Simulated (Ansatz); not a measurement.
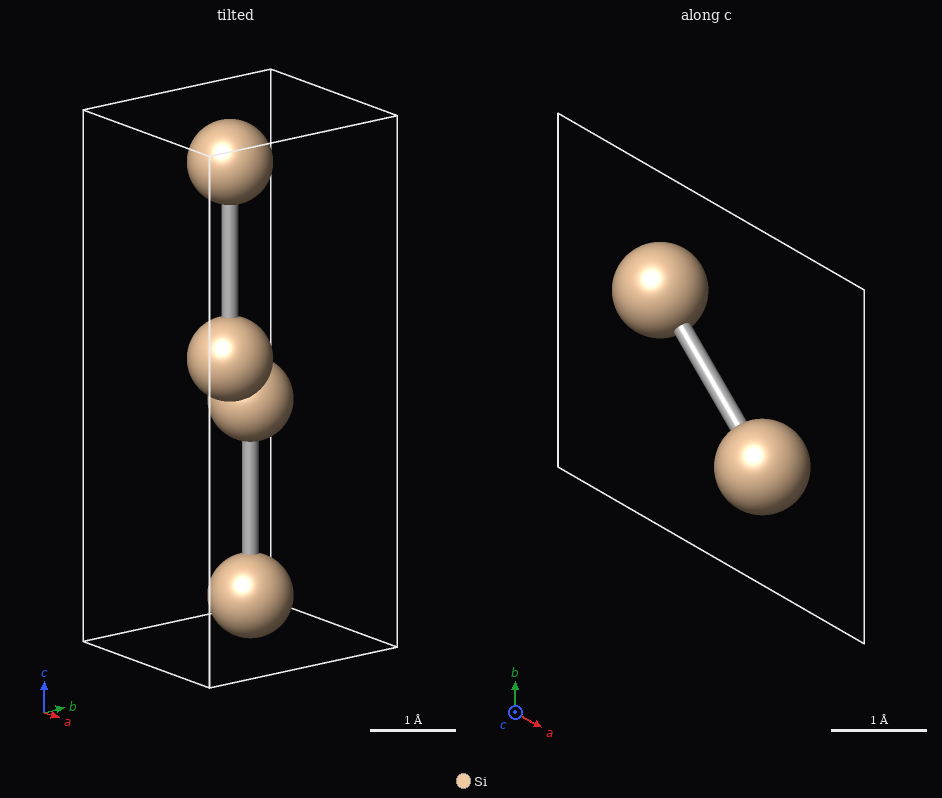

View slightly off an axis and along the c axis, drawn as a ball-and-stick model. The conventional unit cell is outlined; an atom on or near a face, edge or corner is repeated at each equivalent position.

Si, hexagonal diamond (lonsdaleite type), space group P6_3/mmc (No. 194), a = 3.724 Å, b = 3.724 Å, c = 6.341 Å, α = 90.00°, β = 90.00°, γ = 120.00°. It goes back to a structure listed in the Materials Project. The cell was then strained or its atoms displaced on purpose. It was run through Ansatz as a DFT input.

This one geometry was computed with Ansatz (DFT, plane waves, PAW) at three levels of theory: HSE06, PBE and r2SCAN. It was relaxed with r2SCAN and then strained.

Question: How does the band gap change with the level of theory?

Answer: PBE: a gap of 0.36 eV, indirect; r2SCAN: a gap of 0.55 eV, indirect; HSE06: a gap of 0.91 eV, indirect.

Question: Collect the results in a table.

Answer:
| level | cutoff (eV) | k-mesh of the run's cell | gap (eV) | pressure (GPa) |
| --- | --- | --- | --- | --- |
| HSE06 | 420 | 6×6×4 | 0.91 | 6.0 |
| PBE | 420 | 12×12×4 | 0.36 | 7.2 |
| r2SCAN | 500 | 12×12×4 | 0.55 | 6.1 |

Gaps are taken on the k-mesh or band path of each run.
